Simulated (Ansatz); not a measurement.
## Formation energy and levels of the interstitial Li_i (void) in MgO (Fm-3m)

Wanted: the transition levels of a interstitial in MgO (Fm-3m), from a cell of 54 host atoms with 1 Li put in.

Method: place-levels on r2SCAN runs: charge-transition levels and formation energies with image-charge correction and potential alignment at the atomic sites; PAW set soft_1, in Ansatz 0.2.0.

The experiments to compare with:

For MgO, rocksalt (bulk crystal), “Electronic structure of alkaline earth and post-transition metal oxides” (2009, arxiv:0908.1581) quotes earlier work: band gap (literature experimental gap) 7.83 eV [Literature value based on experiment; other listed experimental values range from 7.7 to …].

Most raw output is cut from this account.

## (1) Starting point

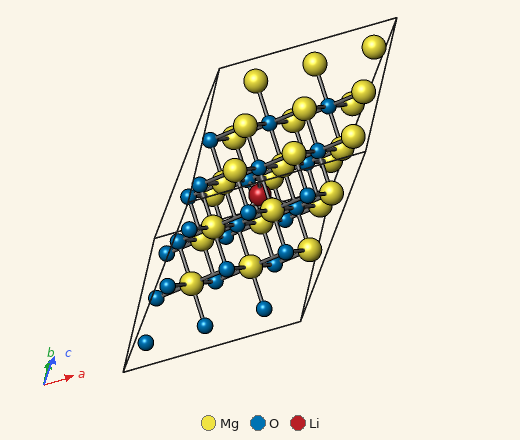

The starting structure, seen from a free direction (magnesium yellow, oxygen blue, lithium red). Bonds to atoms that aren't drawn are left out.

The cell holds 55 atoms: 27 Mg, 27 O and 1 Li. Its edges and angles: a = 8.925 Å, b = 8.925 Å, c = 8.925 Å, α = 60.0°, β = 60.0°, γ = 60.0°. It derives from MgO (space group Fm-3m). Nearest the centre at fractional (0.250, 0.250, 0.917): Li55 at 0.00 Å, Mg25 at 1.82 Å, O2 at 1.82 Å, Mg19 at 1.82 Å, O24 at 1.82 Å, O12 at 1.82 Å, Mg7 at 1.82 Å, Mg29 at 1.82 Å.

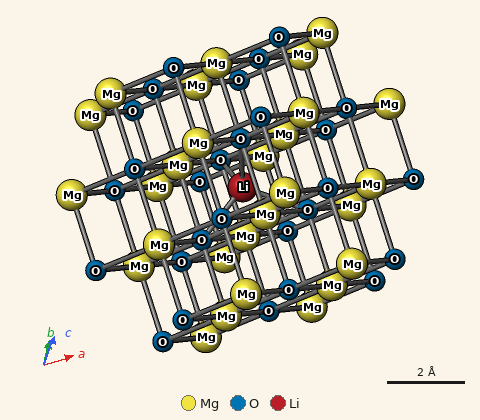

The atoms within 5 Å of the centre.

Coordinates:

```xyz
55
Lattice="0.0000 6.3112 6.3112 6.3112 0.0000 6.3112 6.3112 6.3112 0.0000" Properties=species:S:1:pos:R:3 pbc="T T T"
Mg    0.0000    0.0000    0.0000
O     2.1037    2.1037    2.1037
Mg    2.1037    2.1037    0.0000
O     4.2075    4.2075    2.1037
Mg    4.2075    4.2075    0.0000
O     6.3112    6.3112    2.1037
Mg    2.1037    0.0000    2.1037
O     4.2075    2.1037    4.2075
Mg    4.2075    2.1037    2.1037
O     6.3112    4.2075    4.2075
Mg    6.3112    4.2075    2.1037
O     8.4150    6.3112    4.2075
Mg    4.2075    0.0000    4.2075
O     6.3112    2.1037    6.3112
Mg    6.3112    2.1037    4.2075
O     8.4150    4.2075    6.3112
Mg    8.4150    4.2075    4.2075
O    10.5187    6.3112    6.3112
Mg    0.0000    2.1037    2.1037
O     2.1037    4.2075    4.2075
Mg    2.1037    4.2075    2.1037
O     4.2075    6.3112    4.2075
Mg    4.2075    6.3112    2.1037
O     6.3112    8.4150    4.2075
Mg    2.1037    2.1037    4.2075
O     4.2075    4.2075    6.3112
Mg    4.2075    4.2075    4.2075
O     6.3112    6.3112    6.3112
Mg    6.3112    6.3112    4.2075
O     8.4150    8.4150    6.3112
Mg    4.2075    2.1037    6.3112
O     6.3112    4.2075    8.4150
Mg    6.3112    4.2075    6.3112
O     8.4150    6.3112    8.4150
Mg    8.4150    6.3112    6.3112
O    10.5187    8.4150    8.4150
Mg    0.0000    4.2075    4.2075
O     2.1037    6.3112    6.3112
Mg    2.1037    6.3112    4.2075
O     4.2075    8.4150    6.3112
Mg    4.2075    8.4150    4.2075
O     6.3112   10.5187    6.3112
Mg    2.1037    4.2075    6.3112
O     4.2075    6.3112    8.4150
Mg    4.2075    6.3112    6.3112
O     6.3112    8.4150    8.4150
Mg    6.3112    8.4150    6.3112
O     8.4150   10.5187    8.4150
Mg    4.2075    4.2075    8.4150
O     6.3112    6.3112   10.5187
Mg    6.3112    6.3112    8.4150
O     8.4150    8.4150   10.5187
Mg    8.4150    8.4150    8.4150
O    10.5187   10.5187   10.5187
Li    7.3631    7.3631    3.1556
```

Screening for the image-charge correction: ε∞ = 3.24, ε0 = 10.37, from a response run on this crystal (DFPT, PBEsol) at that run's own cell.

The cell's shortest repeat is 8.9 Å.

## (2) What was run first

Levels follow from differences of total energies between charge states, each relaxed by itself.

Each atom starts 0.05 Å or so off its site in a random direction: a symmetric start keeps its symmetry, and would miss off-centre moves and Jahn–Teller distortions. Forces are taken at one point at (¼, ¼, ¼). The cell holds 1 electron fewer than the neutral one, with a uniform background that keeps it neutral on the whole.

The sampling was tested on the host first: at the k-points planned (1x1x1 shifted 0.25 0.25 0.25) its energy lies 0.020 eV an atom from the dense-mesh value, under the bound of 0.02 eV set for this test; that bounds the host's error, not the defect's.

One state's input; the others differ in charge, spin, start and seed, and in occupations where the table says so.

Contents of qp1.relax/input.yaml:

```yaml
crystal:
  lattice:
    - [0.0, 2.10374764, 2.10374764]
    - [2.10374764, 0.0, 2.10374764]
    - [2.10374764, 2.10374764, 0.0]
  atoms:
    - { symbol: Mg, position: [0.0, 0.0, 0.0] }
    - { symbol: O, position: [0.5, 0.5, 0.5] }
  supercell: [3, 3, 3]
  defects: [{ interstitial: { symbol: Li, position: [0.25, 0.25, 0.916667] } }]
total_charge: 1
basis:
  ecutwfc: 500
  xc_grid: 2
hamiltonian:
  xc: r2scan
  pseudopotentials: { kind: paw, azcp: { folder: soft_1 } }
kpoints:
  mp_grid: { grid: [1, 1, 1], shift: [0.25, 0.25, 0.25] }
scf:
  occupations: { method: fixed }
  max_iter: 100
output:
  forces: true
  charged_corrections: { epsilon: 3.24, static_epsilon: 10.37 }
relax:
  f_tol: 0.02
  max_steps: 80
  random_displacement: { amplitude: 0.05, seed: 1627 }
checkpoint:
  write: "../qp1.relax.run"
  compress: false
  write_wavefunctions: true
  write_every: 100000
```

The run is started by

```sh
$ ansatz run input.yaml --threads 4 --pin off --max-ram 7536MiB --backend cpu --events-out ev --progress --plain --runs-dir out
```

The relaxed structure is kept and the sampling changed to a 2×2×2 shifted mesh.

The run of this state that the levels use, under r2SCAN:

Contents of qp1.point/input.yaml:

```yaml
crystal:
  checkpoint: "../qp1.relax.run"
  host: checkpoint
total_charge: 1
basis:
  ecutwfc: 500
  xc_grid: 2
hamiltonian:
  xc: r2scan
  pseudopotentials: { kind: paw, azcp: { folder: soft_1 } }
kpoints:
  mp_grid: { grid: [2, 2, 2], shift: [0.5, 0.5, 0.5] }
scf:
  occupations: { method: fermi_dirac, width: 0.01 }
  max_iter: 100
output:
  forces: true
  eigenvalues: true
  charged_corrections:
    epsilon: 3.24
    static_epsilon: 10.37
    defect_position: [0.25, 0.25, 0.916667]
  eigenstates: { localisation: true }
  populations: true
  band_densities: [{ bands: [v1, v1] }, { bands: [c1, c1] }]
  write_density: true
  write_potential: true
  volumetric_format: npy
  elf: true
checkpoint:
  read: "../qp1.relax.run"
  write: "../qp1.point.run"
  compress: false
  write_wavefunctions: false
  write_every: 100000
```

Relaxations under r2SCAN at one point at (¼, ¼, ¼); times on 4 threads of Arm Neoverse V2, shared host:

| charge | moment (μB) | occupations | outcome | steps | largest displacement against the far atoms (Å) | time |
| --- | --- | --- | --- | --- | --- | --- |
| 0 | 1 | fixed | converged | 8 | 0.23 | 2.9 min |
| +1 | 0 | fixed | converged | 4 | 0.23 | 44 s |

Single points under r2SCAN at a 2×2×2 shifted mesh; times on 4 threads of Arm Neoverse V2, shared host:

| charge | moment (μB) | occupations | outcome | time |
| --- | --- | --- | --- | --- |
| 0 | 1 | fermi-dirac | converged | 2 min |
| +1 | 0 | fermi-dirac | converged | 48 s |

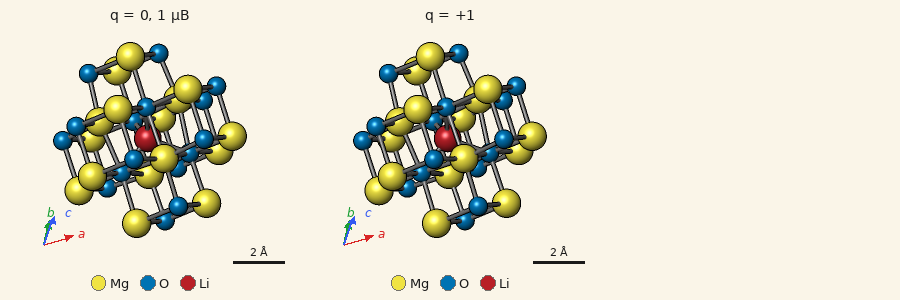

The structures near the centre after relaxation with r2SCAN, by charge.

Distances (Å) from Li55 to the nearest atoms after relaxation with r2SCAN:

| charge | moment (μB) | 1. | 2. | 3. | 4. | 5. | 6. |
| --- | --- | --- | --- | --- | --- | --- | --- |
| 0 | 1 | O 1.78 | O 1.78 | O 1.78 | O 1.78 | Mg 2.05 | Mg 2.05 |
| +1 | 0 | O 1.78 | O 1.78 | O 1.78 | O 1.78 | Mg 2.04 | Mg 2.05 |

## (3) place-levels, r2SCAN

A charged cell interacts with its images and the background, and its potential has another zero than the host's. place-levels removes the first by a point-charge model, screened by the static dielectric constant since the ions have relaxed around the charge, and the second by comparing potentials at atoms far from the defect.

The host is a run of the defect-free crystal in the same cutoffs, grids and k-points, so that basis and sampling errors cancel in part in the differences. The host is run in a cell of 2 atoms on a matching mesh. Its band edges are searched through the zone by a band path, so the gap is smaller than, or equal to, that on the mesh. Chemical potentials are energies per atom of Li (bcc), run with the same functional and cutoff.

Contents of levels.point.yaml:

```yaml
host:
  run: host.point.run
states: [q0_M1.point.run, qp1.point.run]
geometry_from:
  q0_M1.point.run: q0_M1.relax.run
  qp1.point.run: qp1.relax.run
chemical_potentials:
  Li:
    energy: -205.132397
    dataset: <sha256 of the dataset>
epsilon: 3.24
static_epsilon: 10.37
vertical:
  - { from: qp1.point.run, to: qp1.point_neutral.run }
```

The run is started by

```sh
$ ansatz place-levels levels.point.yaml -- --threads 4 --pin off --max-ram 7536MiB
```

The job ended after 0.16 s (4 threads of Arm Neoverse V2, shared host).

Levels between the charges placed, in eV above the valence top:

|  | gap (eV) | (+1/0) |
| --- | --- | --- |
| r2SCAN | 5.68 | 5.72 |

Corrections by state:

| charge | moment (μB) | image terms and alignment (eV) | band filling (eV) | ε used | over the lowest of its charge, as the program ranks them, band filling apart (eV) |
| --- | --- | --- | --- | --- | --- |
| +1 | 0.0 | 0.378 | - | 10.37 | 0.000 |
| 0 | 1.0 | 0.000 | -0.788 | - | 0.000 |

The charged structures listed were also run neutral, and place-levels reads from each pair, by the potential or the spins, how wide the charge is by which they differ; that can be the carrier of either run.

| charge | rms radius (Å) | spread where it is widest against the cell (Å) | wide from (Å) | reading |
| --- | --- | --- | --- | --- |
| +1 | 5.2 | 3.01 | 1.26 | wide |

The neutral runs of these pairs need not share the spin of the lowest neutral state, and very wide values only mean spread over the cell.

From the program's caveats on the states, each cut to its opening words:

- charge +1: it parts from the run at its places by a charge that spreads by about 3 Å along one vector (1.3 Å or more is wide), by its potential at epsilon 3.24, taken for [...]
- charge +1: its alignment with the host at atomic sites is doubtful: the mean over the far sites moves by -0.0664 eV from their farther parts to their nearer, more than [...]
- charge 0 (1 μB): a band-filling correction moves a carrier to the host's band edge, which changes its energy by -0.788 eV
- charge 0 (1 μB): its alignment with the host at atomic sites is doubtful: the mean over the far sites moves by -0.0839 eV from their farther parts to their nearer, more than [...]
- charge 0 (1 μB): its moments are held at its close (magnetization.spin_locking), by a field of 0.418 eV a Bohr magneton, and its energy and levels are of the state that this [...]
- charge 0 (1 μB): flagged: stability check not made

Chemical potentials of the elements' reference phases, run alike. Formation energies (elemental references), with the Fermi level at the valence top and at the conduction bottom (gap 5.68 eV):

| charge | at valence top (eV) | at conduction bottom (eV) | correction included (eV) |
| --- | --- | --- | --- |
| +1 | -0.36 | 5.32 | 0.38 |
| 0 | 5.36 | 5.36 | -0.79 |

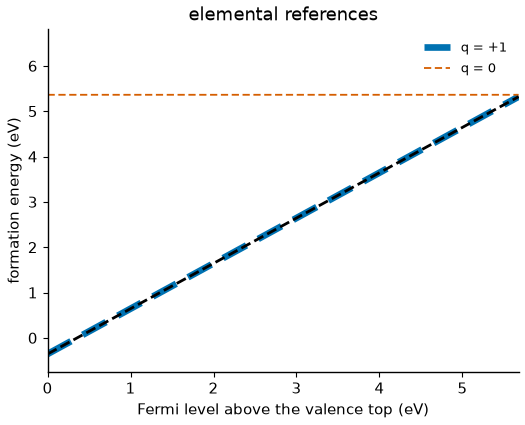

Formation energy against Fermi level; the thick line follows the lowest charge state.

The charge transition levels (eV, zero at the valence-band top of the host):

|  | conduction bottom | valence top |
| --- | --- | --- |
| Li_i (void) | 5.68 | 0.00 |

|  | level | energy (eV) |
| --- | --- | --- |
| Li_i (void) | (+1/0) | 5.72 |

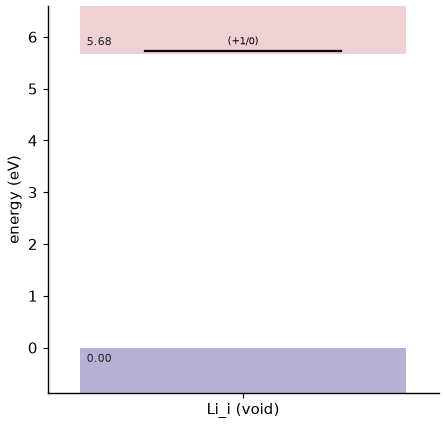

Charge transition levels. Shaded: valence and conduction bands.

## (4) Effect of the sampling

The relaxations' own energies give the levels at their sampling, for comparison.

Contents of levels.relax_mesh.yaml:

```yaml
host:
  run: host.relax.run
states: [q0_M1.relax.run, qp1.relax.run]
chemical_potentials:
  Li:
    energy: -205.132397
    dataset: <sha256 of the dataset>
```

The run is started by

```sh
$ ansatz place-levels levels.relax_mesh.yaml -- --threads 4 --pin off --max-ram 7536MiB
```

It took 0.07 s on 4 threads.

Levels between neighbouring charges, in eV above the valence top:

|  | gap (eV) | (+1/0) |
| --- | --- | --- |
| one point at (¼, ¼, ¼) | 5.66 | 5.70 |
| a 2×2×2 shifted mesh | 5.68 | 5.72 |

Going from one point at (¼, ¼, ¼) to a 2×2×2 shifted mesh moves formation energies against the elements by up to 0.01 eV; band-filling terms, which differ between samplings, are in these energies.

## (5) What came out

```json
{"gap of the host": "5.68 eV (r2SCAN)", "level (plus 1/0)": "5.72 eV above the valence top, past the conduction bottom (6.51 eV above the valence top without the band-filling term)", "lowest of the charges placed, just above the valence top (0.02 eV)": "+1", "lowest of the charges placed, just below the conduction bottom (0.02 eV)": "+1", "lowest formation energy at mid-gap of the charges run, elemental references": "2.48 eV"}
```

Of the charges placed (0 and +1), +1 is the lowest from 0.02 eV above the valence top to 0.02 eV below the conduction bottom, a gap of 5.68 eV. Charges above +1 and below 0 were not placed, so these runs say nothing of levels that involve them. States placed: +1 at 0 μB; 0 at 1 μB. Other spin states or structures, where not listed, weren't placed. The program finds carriers beyond a band edge of the host and adds a band-filling term at charge 0 (-0.79 eV); steps to such a charge show no bound level, and a defect level inside a band would be read the same way. Li is taken at its element; compounds, which aren't counted here, bound the chemical potentials and would shift these formation energies. Going from one point at (¼, ¼, ¼) to a 2×2×2 shifted mesh moves formation energies against the elements by up to 0.01 eV; band-filling terms, which differ between samplings, are in these energies. The program doubts the alignment of potentials for at least one state, a sign that the cell is small. What this leaves open: the images are only 8.9 Å apart; r2SCAN makes the gap too small and tends to spread out bound carriers; where a gas molecule sets a chemical potential or the host's formation energy, its binding is uncorrected.

Calculation against experiment:

```
                             quantity  measured           r2SCAN
band gap (least gap of the host) (eV)      7.83  5.68 (-2.15 eV)
```

Measured values from arxiv:0908.1581 (2009).

Verdict: The band gap is off by -2.15 eV: a clear miss. Local and semilocal functionals usually give gaps below the measured ones. Zero-point and thermal motion shift the measured gap.

[Logs are printed without paths, hosts, clocks, repeated set-up lines and the standing remarks that a program may print on its own settings, such as how far it seeks lower states.]

[Hosts, paths, dates, database ids (printed as entryN), source tags and the programs' standing remarks are cut or masked in the printed files.]

[Where a table of states has a column of steps, it counts the stored structures, which are thinned; the runs took as many ionic steps or more.]

[A defect's name tells the site on which it was built; relaxed atoms can leave that site.]

[For some hosts the program warned that the k-mesh of the response run may be too coarse for force constants and the static dielectric constant; such warnings are not shown here.]
